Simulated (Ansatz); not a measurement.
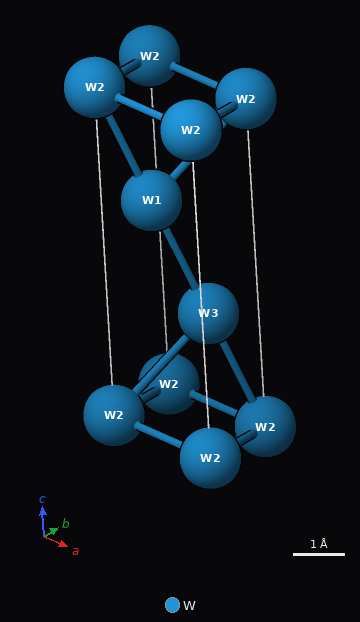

Figure 1. The starting structure (ball-and-stick view of the reduced cell, seen slightly off an axis; atoms are numbered from 1 in the order of the input).

# Run report: W, geometry relaxation

- system: W (R-3m, 3 atoms in the cell)
- method: DFT LDA, scalar-relativistic, plane waves, PAW (Ansatz 0.2.0)

The structure derives from a Materials Project entry. It belongs to a series of runs on one base structure; here: film's bulk on the substrate's plane, third vector and atoms relaxed.

### Input
```yaml
crystal:
  lattice:
    - [7.9243782406, 0.0, 0.0]
    - [-3.9621891203, 6.8627128655, 0.0]
    - [-2.6414594135, 0.0, 0.8720323677]
  atoms:
    - { symbol: W, position: [0.3333333333, 0.6666666667, 0.0] }
    - { symbol: W, position: [0.0, 0.0, 0.0] }
    - { symbol: W, position: [0.6666666667, 0.3333333333, 0.0] }
basis:
  ecutwfc: 420
kpoints:
  mp_grid: { grid: [6, 6, 38] }
hamiltonian:
  xc: lda
scf:
  occupations: { method: gaussian, width: 0.1 }
output:
  forces: true
  stress: true
  eigenvalues: true
relax:
  adjacent_minimum: "off"
  f_tol: 0.01
  max_steps: 50
  cell: { fix: [a, b, gamma], stress_tol: 0.1 }
```

Run on 8 threads of AMD EPYC (Zen 3), 189 GiB of memory available, shared host.

Run as:
```bash
ansatz run input.yaml --threads 8 --pin off --max-ram 20480MiB --backend cpu --events-out ev --progress --plain --runs-dir out
```

### The program's output
```
Error: lattice basis is severely non-reduced: shortest translation is 2.6161 Å, but the {-1,0,1}³ search on the as-given basis sees 2.7817 Å — symmetry detection works on the as-given basis, and so does FFT-grid sizing under basis.fft_grid_basis: typed, and both would misbehave. In the place of this lattice type its Niggli-reduced vectors on the same Cartesian axes, the atoms on those, and anew each key that counts along a vector, names one or is in fractions of them (kpoints.mp_grid, say): crystal.lattice as [[1.000008964524568e-10, 0.0, 2.6160971031], [2.6414594135, 0.0, -0.8720323677], [-1.3207297068000003, 6.8627128655, -0.8720323677]], beside which a position_ang stands as typed where every site is listed (a space_group stands on the vectors as typed: list the sites without space_group, setting, wyckoff and reduce_to_primitive, each atom with the label, spin and spin_axis that the deck lays on it (of what crystal.checkpoint laid, a slab's crystal.periodic is typed too, moments by species go under magnetization.per_species, and crystal.checkpoint is left out, with its crystal.structure_sha256), the indices of each constraint's lattice_plane and lattice_line anew on the vectors typed and, beside defects or a charge, the host under crystal.host (listed sites name none))
```

### Outcome

| quantity | value |
| --- | --- |
| outcome | refused by the program |
| space group (tolerance 0.01 Å) | R-3m (166) |

The program refused the input: “lattice basis is severely non-reduced: shortest translation is 2.6161 Å, but the {-1,0,1}³ search on the as-given basis sees 2.7817 Å — symmetry detection works on the as-given basis, and so does FFT-grid sizing under basis.fft_grid_basis: typed, and both would misbehave …”
